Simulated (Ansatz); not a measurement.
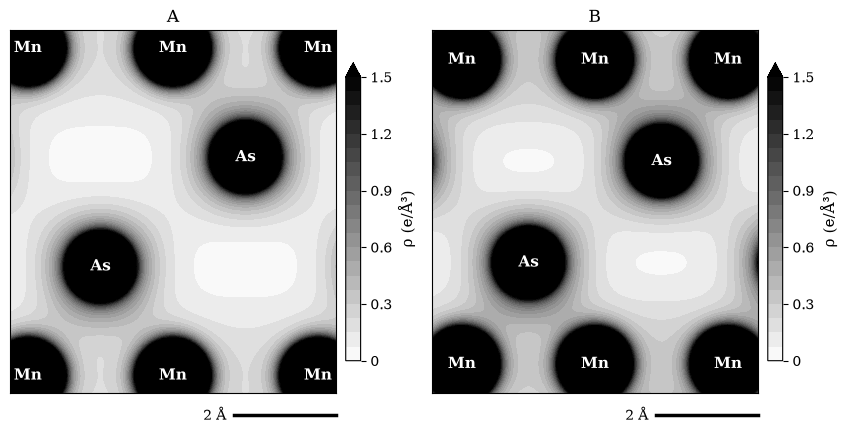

MnAs. The valence pseudo-density of two cells that differ in size and shape, on the (110) plane of each (indices in the axes of the calculation cell), at one length scale and on one colour scale; one has 13.4 and the other 17.0 Å³ an atom.

Space group P6₃/mmc; spin-polarised.

These are results of Ansatz, DFT PBEsol, scalar-relativistic, plane waves, PAW, not measurements.

In a PAW calculation such maps are meaningful between the atoms, not at the nuclei.

Which is the denser cell? Describe the effect of the change.

Answer. Panel B is the smaller cell, by 21 % in volume. From the larger cell to the smaller, Mn–As goes from 2.57 to 2.38 Å, and the density at its midpoint from 0.36 to 0.5 e/Å³; the pressure goes from −9 to 12 GPa; the largest moment (Mn) goes from 3.1 to 1.9 μB.
